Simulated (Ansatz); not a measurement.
This input was run:

```
crystal:
  lattice:
    - [3.9841, 0.0, 0.0]
    - [0.0, 2.83705, 2.8458]
    - [0.0, -2.83705, 2.8458]
  atoms:
    - { symbol: Ba, position: [0.0, 0.0, 0.0] }
    - { symbol: Ti, position: [0.5, 0.5079, 0.5079] }
    - { symbol: O, position: [0.0, 0.4921, 0.4921] }
    - { symbol: O, position: [0.5, 0.50251, 0.99371] }
    - { symbol: O, position: [0.5, 0.99371, 0.50251] }
kpoints:
  mp_grid: { grid: [7, 7, 7] }
  band_path:
    path:
      - [0.0, 0.0, 0.0]
      - [0.0, 0.5, 0.5]
      - [0.0, 0.5015349898, 0.4984650102]
      - [0.0, 0.4984650102, -0.4984650102]
      - [0.0, 0.0, 0.0]
      - [0.5, 0.0, 0.0]
      - [0.5, 0.4984650102, -0.4984650102]
      - [0.5, 0.5015349898, 0.4984650102]
      - [0.5, 0.5, 0.5]
    npoints: 8
scf:
  occupations: { method: fermi_dirac, width: 0.08 }
hamiltonian:
  xc: pbe
  pseudopotentials: { kind: all_electron, datasets: crystal }
output:
  forces: true
  stress: true
  eigenvalues: true
  efg: { contact_densities: true }
```

Predict the main features of the band structure. The path is Γ–Y–C0–Σ0–Γ–Z–A0–E0–T.

A semiconductor. The gap along this path is 1.85 eV and indirect, from the valence-band top at A0 to the conduction-band bottom at Γ; the smallest direct gap is 1.99 eV, at Γ. Two bands meet at the valence-band top at A0: it is doubly degenerate (spin aside). The next level lies only 0.03 eV lower. The direct gaps are 3.63 eV at Y, 2.70 eV at Z and 3.63 eV at C0.

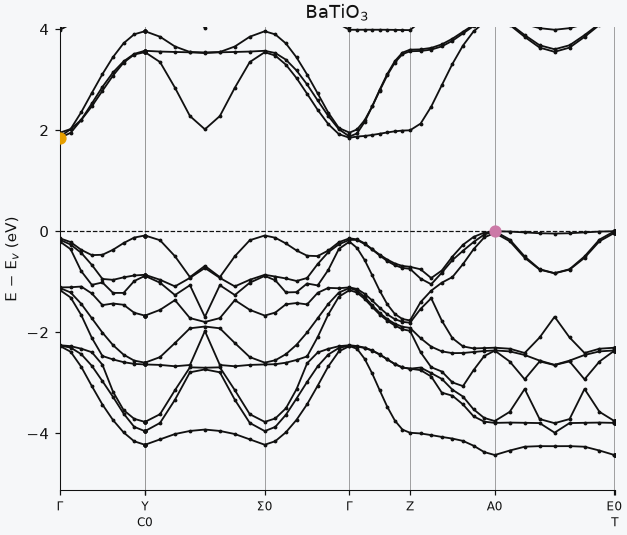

Band structure. Energies are counted from the top of the valence band. The path runs straight from each named point to the next.

Source: calculation with Ansatz.
